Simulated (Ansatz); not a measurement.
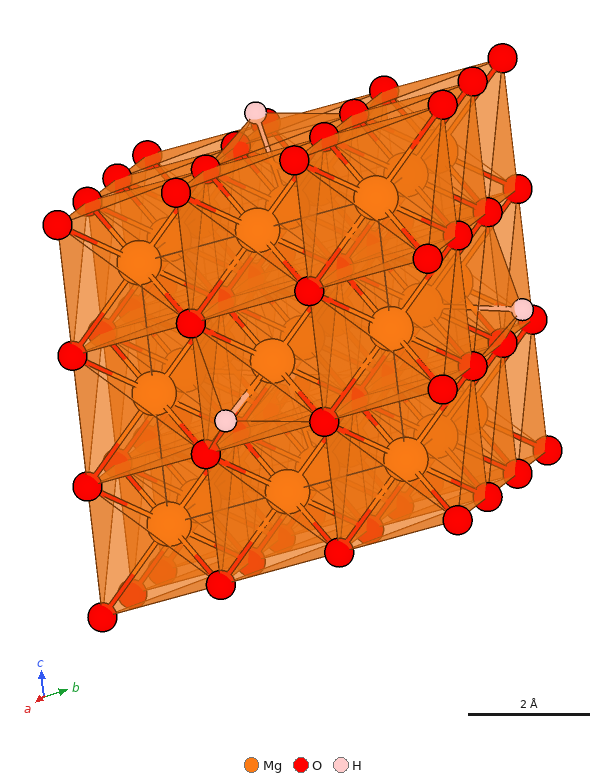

Fig. 1: The starting structure (polyhedral view of the cell of the calculation, seen slightly off an axis; polyhedra are completed across the faces of the cell). An atom can appear more than once, as a periodic image.

# Mg8HO8 (charge +1): geometry relaxation (part 1 of 2)

System: Mg8HO8 (defect cell, 17 atoms in the cell, total charge +1).
Method: DFT PBE, scalar-relativistic, plane waves, PAW, PAW set soft_1, no spin polarisation (Ansatz 0.2.0).

The structure derives from an entry of the Crystallography Open Database. It belongs to a series of runs on one base structure; here: end point B relaxed.

### Log
```
Engine: ansatz 0.2.0, aarch64-unknown-linux-gnu
Pseudopotentials: kind: paw
Pseudopotential: Mg, paw, valence charge 10, recommended cutoff 420 eV (normal), [file]
Pseudopotential: O, paw, valence charge 6, recommended cutoff 420 eV (normal), [file]
Pseudopotential: H, paw, valence charge 1, recommended cutoff 420 eV (normal), [file]
Functional definition: PBE
  parameter kappa = 0.804
  parameter beta = 0.06672455060314922
  exchange = pbe_x(kappa = kappa, mu = beta*pi^2/3)
  correlation = pbe_c(beta = beta)
Crystal: 17 atoms, lattice volume = 118.364 Å³
Basis set: ecut = 420 eV, 2277 PW (Γ), exchange–correlation on 80×80×80 points (8 copies of the dense FFT grid, shifted against one another)
Bands: 81, of which v1, the nominal top of the filled ones, is band 64 counted from 1 (63 counted from 0)
Symmetry: 1 space group operations
Space group: P1 (ITA 1), of the structure as read, at distance tolerance 4.9e-5 Å
k-points: 14 of 27 (time reversal used)
Non-local potential: Mg, projectors of the file, l = 0: 3, l = 1: 2, l = 2: 1
Non-local potential: O, projectors of the file, l = 0: 2, l = 1: 2, l = 2: 1
Non-local potential: H, projectors of the file, l = 0: 2, l = 1: 1
PAW form: soft (Blöchl's): semilocal exchange-correlation on the pseudo side does not see the compensation charge
PAW one-centre angular grid: Mg, 110 points (default); XC on 64 Gauss nodes
PAW one-centre angular grid: O, 110 points (default); XC on 64 Gauss nodes
PAW one-centre angular grid: H, 110 points (default); XC on 64 Gauss nodes
Initial density: superposition of atomic densities (chi_scale 0.1, normalization cell, long waves kept (reshape's long-wave potential 0.00 eV rms))
Initial wavefunctions: pseudopotential atomic-orbital guess
Functional: x = pbe(κ = 0.804, μ = 0.2195149727645171), c = pbe(β = 0.06672455060314922)
SCF iter   1: F=—  HF=-19973.226972 eV  |F-HF|=—  |Δ(HF+E_count)|=         —  Δρ=1.04e-1  dr2=7.63e0  ethr=3.10e-3  ⟨swp⟩=5.9  Hψ=4813  notcnv=0  defer=12
preconditioner: auto → Resta (q_TF=auto, 2.764 Å⁻¹)  ε∞=3.2  [insulator: Δε(μ)=2.767 eV  Ē_g=18.268 eV  σ=0.020 eV  W_gap=1.00  n_scr=50 (ndim 8)  ℏωp=27.3 eV  f_vac=0.000  D(μ)=0.00/eV (n_scr^D=0)  ε∞_Penn≈3.2]
SCF iter   2: F=—  HF=-19972.015526 eV  |F-HF|=—  |Δ(HF+E_count)|=    1.21e0  Δρ=5.14e-2  dr2=2.12e0  ethr=3.10e-3  ⟨swp⟩=2.0  Hψ=2187  notcnv=0  defer=147
SCF iter   3: F=—  HF=-19972.156172 eV  |F-HF|=—  |Δ(HF+E_count)|=   1.41e-1  Δρ=9.70e-3  dr2=9.90e-2  ethr=1.65e-3  ⟨swp⟩=2.9  Hψ=1680  notcnv=0  defer=147
SCF iter   4: F=—  HF=-19972.177883 eV  |F-HF|=—  |Δ(HF+E_count)|=   2.17e-2  Δρ=1.71e-3  dr2=2.95e-3  ethr=7.74e-5  ⟨swp⟩=3.3  Hψ=2197  notcnv=0  defer=143
SCF iter   5: F=—  HF=-19972.178356 eV  |F-HF|=—  |Δ(HF+E_count)|=   4.73e-4  Δρ=3.50e-4  dr2=1.44e-4  ethr=2.30e-6  ⟨swp⟩=2.0  Hψ=1868  notcnv=0  defer=143
SCF iter   6: F=—  HF=-19972.178310 eV  |F-HF|=—  |Δ(HF+E_count)|=   4.63e-5  Δρ=1.03e-4  dr2=1.40e-5  ethr=1.76e-8  ⟨swp⟩=3.0  Hψ=4559  notcnv=0
SCF iter   7: F=-19972.178307 eV  HF=-19972.178307 eV  |F-HF|=6.92e-8  |Δ(HF+E_count)|=   2.07e-6  Δρ=1.91e-5  dr2=4.48e-7  ethr=1.10e-8  ⟨swp⟩=4.0  Hψ=3656  notcnv=0
SCF 1 converged in 7 iterations: F = -19972.178307 eV  dr2 = 4.48e-7
  greatest PAW one-centre occupation: 1.000 electrons in one spin orbital (limit 2), on the Mg atom at site 12 (counted from 0), in its partial waves of l = 1
relax step   1: F+E_penalty+E_count = -19972.17830737 eV  Δ(F+E_penalty+E_count) = +0.000e0 eV  max|allowed force component| = 2.198e0 eV/Å  Δτ_max = 0.0000 Å  (7 SCF iters, dr2 threshold 2.25e-5 eV, accepted)
Initial density: handed on by an earlier stage of this run
Initial wavefunctions: those handed on with the density
iter 1 solved again at ethr=5.12e-5 eV; its pass at ethr=3.10e-3 eV (dr2=6.55e-2 eV) is discarded
SCF iter   1: F=—  HF=-19972.719867 eV  |F-HF|=—  |Δ(HF+E_count)|=         —  Δρ=9.02e-3  dr2=6.53e-2  ethr=5.12e-5  ⟨swp⟩=2.0  Hψ=3599  notcnv=0  defer=146
preconditioner: auto → Resta (q_TF=auto, 2.764 Å⁻¹)  ε∞=3.2  [insulator: Δε(μ)=2.709 eV  Ē_g=18.260 eV  σ=0.020 eV  W_gap=1.00  n_scr=50 (ndim 8)  ℏωp=27.3 eV  f_vac=0.000  D(μ)=0.00/eV (n_scr^D=0)  ε∞_Penn≈3.2]
SCF iter   2: F=—  HF=-19972.709449 eV  |F-HF|=—  |Δ(HF+E_count)|=   1.04e-2  Δρ=4.71e-3  dr2=1.93e-2  ethr=5.10e-5  ⟨swp⟩=2.1  Hψ=1081  notcnv=0  defer=146
SCF iter   3: F=—  HF=-19972.705605 eV  |F-HF|=—  |Δ(HF+E_count)|=   3.84e-3  Δρ=4.43e-4  dr2=2.81e-4  ethr=1.51e-5  ⟨swp⟩=2.3  Hψ=1868  notcnv=0  defer=146
iter 4 did not close the SCF: its close was put off for the readings that it lacked (scf_convergence_deferred on its scf_iter line)
SCF iter   4: F=-19972.705516 eV  HF=-19972.705532 eV  |F-HF|=1.64e-5  |Δ(HF+E_count)|=   7.24e-5  Δρ=9.29e-5  dr2=2.08e-5  ethr=2.20e-7  ⟨swp⟩=2.2  Hψ=1984  notcnv=0  defer=143
iter 5 did not close the SCF: its close was put off for the readings that it lacked (scf_convergence_deferred on its scf_iter line)
SCF iter   5: F=-19972.705523 eV  HF=-19972.705524 eV  |F-HF|=8.39e-7  |Δ(HF+E_count)|=   8.49e-6  Δρ=2.97e-5  dr2=1.32e-6  ethr=1.63e-8  ⟨swp⟩=3.0  Hψ=1887  notcnv=0  defer=143
SCF iter   6: F=-19972.705523 eV  HF=-19972.705523 eV  |F-HF|=5.88e-8  |Δ(HF+E_count)|=   4.37e-7  Δρ=8.92e-6  dr2=7.60e-8  ethr=1.03e-9  ⟨swp⟩=1.0  Hψ=3077  notcnv=0
SCF 2 converged in 6 iterations: F = -19972.705523 eV  dr2 = 7.60e-8
relax step   2: F+E_penalty+E_count = -19972.70552317 eV  Δ(F+E_penalty+E_count) = -5.272e-1 eV  max|allowed force component| = 1.133e0 eV/Å  Δτ_max = 0.0456 Å  (6 SCF iters, dr2 threshold 1.00e-4 eV, accepted)
SCF iter   1: F=—  HF=-19972.937662 eV  |F-HF|=—  |Δ(HF+E_count)|=         —  Δρ=1.04e-2  dr2=8.76e-2  ethr=7.73e-4  ⟨swp⟩=5.0  Hψ=2470  notcnv=0  defer=143
preconditioner: auto → Resta (q_TF=auto, 2.764 Å⁻¹)  ε∞=3.2  [insulator: Δε(μ)=3.665 eV  Ē_g=18.247 eV  σ=0.020 eV  W_gap=1.00  n_scr=50 (ndim 8)  ℏωp=27.3 eV  f_vac=0.000  D(μ)=0.00/eV (n_scr^D=0)  ε∞_Penn≈3.2]
SCF iter   2: F=—  HF=-19972.919791 eV  |F-HF|=—  |Δ(HF+E_count)|=   1.79e-2  Δρ=5.13e-3  dr2=2.01e-2  ethr=6.85e-5  ⟨swp⟩=2.0  Hψ=1411  notcnv=0  defer=143
SCF iter   3: F=—  HF=-19972.916042 eV  |F-HF|=—  |Δ(HF+E_count)|=   3.75e-3  Δρ=9.44e-4  dr2=7.77e-4  ethr=1.57e-5  ⟨swp⟩=2.5  Hψ=1883  notcnv=0  defer=143
SCF iter   4: F=—  HF=-19972.915959 eV  |F-HF|=—  |Δ(HF+E_count)|=   8.30e-5  Δρ=2.94e-4  dr2=5.48e-5  ethr=6.26e-8  ⟨swp⟩=3.0  Hψ=4552  notcnv=0
SCF iter   5: F=—  HF=-19972.915968 eV  |F-HF|=—  |Δ(HF+E_count)|=   9.16e-6  Δρ=1.18e-4  dr2=1.36e-5  ethr=4.28e-8  ⟨swp⟩=4.0  Hψ=3612  notcnv=0
SCF iter   6: F=-19972.915965 eV  HF=-19972.915965 eV  |F-HF|=3.36e-7  |Δ(HF+E_count)|=   3.07e-6  Δρ=2.62e-5  dr2=7.47e-7  ethr=1.07e-8  ⟨swp⟩=4.0  Hψ=3114  notcnv=0
SCF 3 converged in 6 iterations: F = -19972.915965 eV  dr2 = 7.47e-7
relax step   3: F+E_penalty+E_count = -19972.91596509 eV  Δ(F+E_penalty+E_count) = -2.104e-1 eV  max|allowed force component| = 2.246e-1 eV/Å  Δτ_max = 0.0538 Å  (6 SCF iters, dr2 threshold 8.02e-5 eV, accepted)
SCF iter   1: F=—  HF=-19972.924615 eV  |F-HF|=—  |Δ(HF+E_count)|=         —  Δρ=1.32e-3  dr2=2.08e-3  ethr=1.95e-5  ⟨swp⟩=5.0  Hψ=2165  notcnv=0  defer=143
preconditioner: auto → Resta (q_TF=auto, 2.764 Å⁻¹)  ε∞=3.2  [insulator: Δε(μ)=3.482 eV  Ē_g=18.237 eV  σ=0.020 eV  W_gap=1.00  n_scr=50 (ndim 8)  ℏωp=27.3 eV  f_vac=0.000  D(μ)=0.00/eV (n_scr^D=0)  ε∞_Penn≈3.2]
SCF iter   2: F=—  HF=-19972.924307 eV  |F-HF|=—  |Δ(HF+E_count)|=   3.08e-4  Δρ=6.38e-4  dr2=6.62e-4  ethr=1.62e-6  ⟨swp⟩=1.0  Hψ=1316  notcnv=0  defer=143
SCF iter   3: F=—  HF=-19972.924106 eV  |F-HF|=—  |Δ(HF+E_count)|=   2.01e-4  Δρ=1.04e-4  dr2=3.21e-5  ethr=5.17e-7  ⟨swp⟩=2.0  Hψ=1289  notcnv=0  defer=143
iter 4 did not close the SCF: its close was put off for the readings that it lacked (scf_convergence_deferred on its scf_iter line)
SCF iter   4: F=-19972.924094 eV  HF=-19972.924094 eV  |F-HF|=2.83e-7  |Δ(HF+E_count)|=   1.20e-5  Δρ=2.97e-5  dr2=8.47e-7  ethr=2.51e-8  ⟨swp⟩=2.1  Hψ=1373  notcnv=0  defer=143
iter 5 did not close the SCF: its close was put off for the readings that it lacked (scf_convergence_deferred on its scf_iter line)
SCF iter   5: F=-19972.924094 eV  HF=-19972.924094 eV  |F-HF|=7.73e-9  |Δ(HF+E_count)|=   3.31e-8  Δρ=4.84e-6  dr2=2.08e-8  ethr=6.61e-10  ⟨swp⟩=2.0  Hψ=1751  notcnv=0  defer=143
SCF iter   6: F=-19972.924094 eV  HF=-19972.924094 eV  |F-HF|=1.06e-9  |Δ(HF+E_count)|=  3.46e-10  Δρ=1.38e-6  dr2=1.50e-9  ethr=1.62e-11  ⟨swp⟩=1.0  Hψ=3077  notcnv=0
SCF 4 converged in 6 iterations: F = -19972.924094 eV  dr2 = 1.50e-9
relax step   4: F+E_penalty+E_count = -19972.92409405 eV  Δ(F+E_penalty+E_count) = -8.129e-3 eV  max|allowed force component| = 2.862e-1 eV/Å  Δτ_max = 0.0170 Å  (6 SCF iters, dr2 threshold 3.15e-6 eV, accepted)
SCF iter   1: F=—  HF=-19973.014976 eV  |F-HF|=—  |Δ(HF+E_count)|=         —  Δρ=7.11e-3  dr2=5.95e-2  ethr=4.32e-4  ⟨swp⟩=4.6  Hψ=2242  notcnv=0  defer=143
preconditioner: auto → Resta (q_TF=auto, 2.764 Å⁻¹)  ε∞=3.2  [insulator: Δε(μ)=3.717 eV  Ē_g=18.258 eV  σ=0.020 eV  W_gap=1.00  n_scr=50 (ndim 8)  ℏωp=27.3 eV  f_vac=0.000  D(μ)=0.00/eV (n_scr^D=0)  ε∞_Penn≈3.2]
SCF iter   2: F=—  HF=-19973.004322 eV  |F-HF|=—  |Δ(HF+E_count)|=   1.07e-2  Δρ=3.41e-3  dr2=1.88e-2  ethr=4.65e-5  ⟨swp⟩=2.2  Hψ=1414  notcnv=0  defer=143
SCF iter   3: F=—  HF=-19972.998573 eV  |F-HF|=—  |Δ(HF+E_count)|=   5.75e-3  Δρ=5.60e-4  dr2=9.62e-4  ethr=1.47e-5  ⟨swp⟩=2.8  Hψ=1418  notcnv=0  defer=143
SCF iter   4: F=—  HF=-19972.998269 eV  |F-HF|=—  |Δ(HF+E_count)|=   3.04e-4  Δρ=1.72e-4  dr2=2.57e-5  ethr=7.52e-7  ⟨swp⟩=2.0  Hψ=1390  notcnv=0  defer=143
iter 5 did not close the SCF: its close was put off for the readings that it lacked (scf_convergence_deferred on its scf_iter line)
SCF iter   5: F=-19972.998269 eV  HF=-19972.998269 eV  |F-HF|=5.96e-8  |Δ(HF+E_count)|=   2.24e-8  Δρ=2.63e-5  dr2=6.07e-7  ethr=2.01e-8  ⟨swp⟩=2.1  Hψ=1802  notcnv=0  defer=143
SCF iter   6: F=-19972.998269 eV  HF=-19972.998269 eV  |F-HF|=1.46e-8  |Δ(HF+E_count)|=   6.87e-8  Δρ=5.77e-6  dr2=3.24e-8  ethr=4.75e-10  ⟨swp⟩=2.0  Hψ=3626  notcnv=0
SCF 5 converged in 6 iterations: F = -19972.998269 eV  dr2 = 3.24e-8
relax step   5: F+E_penalty+E_count = -19972.99826894 eV  Δ(F+E_penalty+E_count) = -7.417e-2 eV  max|allowed force component| = 6.388e-1 eV/Å  Δτ_max = 0.0861 Å  (6 SCF iters, dr2 threshold 5.12e-6 eV, accepted)
SCF iter   1: F=—  HF=-19973.359029 eV  |F-HF|=—  |Δ(HF+E_count)|=         —  Δρ=1.26e-2  dr2=1.77e-1  ethr=1.69e-3  ⟨swp⟩=3.6  Hψ=2427  notcnv=0  defer=128
preconditioner: auto → Resta (q_TF=auto, 2.764 Å⁻¹)  ε∞=3.2  [insulator: Δε(μ)=4.777 eV  Ē_g=18.341 eV  σ=0.020 eV  W_gap=1.00  n_scr=50 (ndim 8)  ℏωp=27.3 eV  f_vac=0.000  D(μ)=0.00/eV (n_scr^D=0)  ε∞_Penn≈3.2]
SCF iter   2: F=—  HF=-19973.319883 eV  |F-HF|=—  |Δ(HF+E_count)|=   3.91e-2  Δρ=6.25e-3  dr2=3.38e-2  ethr=1.38e-4  ⟨swp⟩=2.8  Hψ=1594  notcnv=0  defer=128
SCF iter   3: F=—  HF=-19973.311474 eV  |F-HF|=—  |Δ(HF+E_count)|=   8.41e-3  Δρ=2.27e-3  dr2=8.51e-3  ethr=2.64e-5  ⟨swp⟩=2.0  Hψ=1564  notcnv=0  defer=128
SCF iter   4: F=—  HF=-19973.308959 eV  |F-HF|=—  |Δ(HF+E_count)|=   2.52e-3  Δρ=5.80e-4  dr2=2.46e-4  ethr=6.65e-6  ⟨swp⟩=2.2  Hψ=1723  notcnv=0  defer=128
SCF iter   5: F=—  HF=-19973.308974 eV  |F-HF|=—  |Δ(HF+E_count)|=   1.53e-5  Δρ=3.00e-4  dr2=6.63e-5  ethr=7.81e-8  ⟨swp⟩=3.0  Hψ=4656  notcnv=0
SCF iter   6: F=-19973.308961 eV  HF=-19973.308962 eV  |F-HF|=5.05e-7  |Δ(HF+E_count)|=   1.23e-5  Δρ=5.79e-5  dr2=2.39e-6  ethr=5.18e-8  ⟨swp⟩=4.0  Hψ=3430  notcnv=0
SCF 6 converged in 6 iterations: F = -19973.308961 eV  dr2 = 2.39e-6
relax step   6: F+E_penalty+E_count = -19973.30896138 eV  Δ(F+E_penalty+E_count) = -3.107e-1 eV  max|allowed force component| = 1.213e0 eV/Å  Δτ_max = 0.1672 Å  (6 SCF iters, dr2 threshold 1.00e-4 eV, accepted)
SCF iter   1: F=—  HF=-19973.502280 eV  |F-HF|=—  |Δ(HF+E_count)|=         —  Δρ=1.59e-2  dr2=1.76e-1  ethr=1.70e-3  ⟨swp⟩=4.8  Hψ=2613  notcnv=0  defer=92
preconditioner: auto → Resta (q_TF=auto, 2.764 Å⁻¹)  ε∞=3.2  [insulator: Δε(μ)=6.267 eV  Ē_g=18.543 eV  σ=0.020 eV  W_gap=1.00  n_scr=50 (ndim 8)  ℏωp=27.3 eV  f_vac=0.000  D(μ)=0.00/eV (n_scr^D=0)  ε∞_Penn≈3.2]
SCF iter   2: F=—  HF=-19973.465901 eV  |F-HF|=—  |Δ(HF+E_count)|=   3.64e-2  Δρ=7.60e-3  dr2=4.17e-2  ethr=1.38e-4  ⟨swp⟩=2.1  Hψ=1883  notcnv=0  defer=120
SCF iter   3: F=—  HF=-19973.455332 eV  |F-HF|=—  |Δ(HF+E_count)|=   1.06e-2  Δρ=2.16e-3  dr2=5.21e-3  ethr=3.26e-5  ⟨swp⟩=2.4  Hψ=1590  notcnv=0  defer=120
SCF iter   4: F=—  HF=-19973.453977 eV  |F-HF|=—  |Δ(HF+E_count)|=   1.36e-3  Δρ=5.83e-4  dr2=3.17e-4  ethr=4.07e-6  ⟨swp⟩=2.0  Hψ=1944  notcnv=0  defer=120
SCF iter   5: F=—  HF=-19973.453945 eV  |F-HF|=—  |Δ(HF+E_count)|=   3.27e-5  Δρ=2.70e-4  dr2=6.34e-5  ethr=7.81e-8  ⟨swp⟩=3.0  Hψ=4442  notcnv=0
SCF iter   6: F=-19973.453928 eV  HF=-19973.453929 eV  |F-HF|=3.55e-7  |Δ(HF+E_count)|=   1.58e-5  Δρ=5.22e-5  dr2=2.33e-6  ethr=4.95e-8  ⟨swp⟩=4.1  Hψ=3431  notcnv=0
SCF 7 converged in 6 iterations: F = -19973.453928 eV  dr2 = 2.33e-6
relax step   7: F+E_penalty+E_count = -19973.45392835 eV  Δ(F+E_penalty+E_count) = -1.450e-1 eV  max|allowed force component| = 2.727e0 eV/Å  Δτ_max = 0.1949 Å  (6 SCF iters, dr2 threshold 1.00e-4 eV, accepted)
SCF iter   1: F=—  HF=-19973.814165 eV  |F-HF|=—  |Δ(HF+E_count)|=         —  Δρ=2.27e-2  dr2=2.23e-1  ethr=2.65e-3  ⟨swp⟩=4.2  Hψ=2633  notcnv=0  defer=95
preconditioner: auto → Resta (q_TF=auto, 2.764 Å⁻¹)  ε∞=3.2  [insulator: Δε(μ)=5.884 eV  Ē_g=18.495 eV  σ=0.020 eV  W_gap=1.00  n_scr=50 (ndim 8)  ℏωp=27.3 eV  f_vac=0.000  D(μ)=0.00/eV (n_scr^D=0)  ε∞_Penn≈3.2]
SCF iter   2: F=—  HF=-19973.780845 eV  |F-HF|=—  |Δ(HF+E_count)|=   3.33e-2  Δρ=1.16e-2  dr2=5.75e-2  ethr=1.74e-4  ⟨swp⟩=2.0  Hψ=1807  notcnv=0  defer=147
SCF iter   3: F=—  HF=-19973.777507 eV  |F-HF|=—  |Δ(HF+E_count)|=   3.34e-3  Δρ=2.46e-3  dr2=5.04e-3  ethr=4.49e-5  ⟨swp⟩=3.0  Hψ=1774  notcnv=0  defer=147
SCF iter   4: F=—  HF=-19973.776676 eV  |F-HF|=—  |Δ(HF+E_count)|=   8.31e-4  Δρ=6.65e-4  dr2=2.82e-4  ethr=3.94e-6  ⟨swp⟩=2.0  Hψ=1496  notcnv=0  defer=147
SCF iter   5: F=—  HF=-19973.776709 eV  |F-HF|=—  |Δ(HF+E_count)|=   3.34e-5  Δρ=1.36e-4  dr2=1.47e-5  ethr=7.81e-8  ⟨swp⟩=3.0  Hψ=4500  notcnv=0
SCF iter   6: F=-19973.776708 eV  HF=-19973.776711 eV  |F-HF|=2.78e-6  |Δ(HF+E_count)|=   1.24e-6  Δρ=7.08e-5  dr2=4.02e-6  ethr=1.15e-8  ⟨swp⟩=4.0  Hψ=3322  notcnv=0
SCF 8 converged in 6 iterations: F = -19973.776708 eV  dr2 = 4.02e-6
  greatest PAW one-centre occupation: 1.000 electrons in one spin orbital (limit 2), on the Mg atom at site 6 (counted from 0), in its partial waves of l = 1
relax step   8: F+E_penalty+E_count = -19973.77670787 eV  Δ(F+E_penalty+E_count) = -3.228e-1 eV  max|allowed force component| = 1.857e-1 eV/Å  Δτ_max = 0.1933 Å  (6 SCF iters, dr2 threshold 1.00e-4 eV, accepted)
SCF iter   1: F=—  HF=-19973.782844 eV  |F-HF|=—  |Δ(HF+E_count)|=         —  Δρ=2.24e-3  dr2=2.80e-3  ethr=1.40e-5  ⟨swp⟩=3.6  Hψ=2078  notcnv=0  defer=147
preconditioner: auto → Resta (q_TF=auto, 2.764 Å⁻¹)  ε∞=3.2  [insulator: Δε(μ)=5.833 eV  Ē_g=18.497 eV  σ=0.020 eV  W_gap=1.00  n_scr=50 (ndim 8)  ℏωp=27.3 eV  f_vac=0.000  D(μ)=0.00/eV (n_scr^D=0)  ε∞_Penn≈3.2]
SCF iter   2: F=—  HF=-19973.782457 eV  |F-HF|=—  |Δ(HF+E_count)|=   3.87e-4  Δρ=1.13e-3  dr2=7.01e-4  ethr=2.19e-6  ⟨swp⟩=2.0  Hψ=1607  notcnv=0  defer=147
SCF iter   3: F=—  HF=-19973.782447 eV  |F-HF|=—  |Δ(HF+E_count)|=   1.03e-5  Δρ=2.87e-4  dr2=5.98e-5  ethr=5.47e-7  ⟨swp⟩=2.0  Hψ=1686  notcnv=0  defer=147
SCF iter   4: F=-19973.782440 eV  HF=-19973.782439 eV  |F-HF|=7.80e-7  |Δ(HF+E_count)|=   7.34e-6  Δρ=5.43e-5  dr2=1.23e-6  ethr=1.68e-9  ⟨swp⟩=3.8  Hψ=4594  notcnv=0
SCF 9 converged in 4 iterations: F = -19973.782440 eV  dr2 = 1.23e-6
relax step   9: F+E_penalty+E_count = -19973.78244023 eV  Δ(F+E_penalty+E_count) = -5.732e-3 eV  max|allowed force component| = 1.896e-2 eV/Å  Δτ_max = 0.0115 Å  (4 SCF iters, dr2 threshold 2.16e-6 eV, accepted)
iter 1 solved again at ethr=9.54e-10 eV; its pass at ethr=3.10e-3 eV (dr2=1.22e-6 eV) is discarded
SCF iter   1: F=—  HF=-19973.782402 eV  |F-HF|=—  |Δ(HF+E_count)|=         —  Δρ=5.44e-5  dr2=1.22e-6  ethr=9.54e-10  ⟨swp⟩=1.0  Hψ=2744  notcnv=0  defer=147
preconditioner: auto → Resta (q_TF=auto, 2.764 Å⁻¹)  ε∞=3.2  [insulator: Δε(μ)=5.834 eV  Ē_g=18.496 eV  σ=0.020 eV  W_gap=1.00  n_scr=50 (ndim 8)  ℏωp=27.3 eV  f_vac=0.000  D(μ)=0.00/eV (n_scr^D=0)  ε∞_Penn≈3.2]
SCF iter   2: F=—  HF=-19973.782440 eV  |F-HF|=—  |Δ(HF+E_count)|=   3.79e-5  Δρ=3.03e-5  dr2=4.15e-7  ethr=9.53e-10  ⟨swp⟩=2.0  Hψ=1647  notcnv=0  defer=147
SCF iter   3: F=-19973.782440 eV  HF=-19973.782440 eV  |F-HF|=3.49e-8  |Δ(HF+E_count)|=   3.41e-7  Δρ=8.81e-6  dr2=5.83e-8  ethr=7.81e-11  ⟨swp⟩=3.0  Hψ=4669  notcnv=0
SCF 10 converged in 3 iterations: F = -19973.782440 eV  dr2 = 5.83e-8
relax step  10: F+E_penalty+E_count = -19973.78244043 eV  Δ(F+E_penalty+E_count) = -1.967e-7 eV  max|allowed force component| = 1.896e-2 eV/Å  Δτ_max = 0.0000 Å  (3 SCF iters, accepted)
```

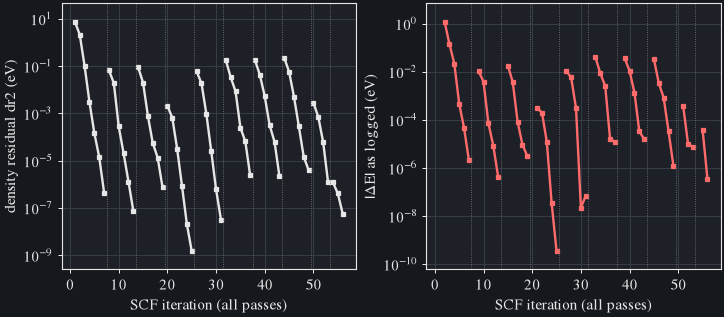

Fig. 2: Convergence of the self-consistent field: density residual dr2 and size of the energy change against the SCF iteration. The dotted lines part the SCF passes of the relaxation: geometry steps, rejected trials and re-solves on a re-selected basis. The 10 passes take 3 to 7 iterations each, 56 in all.
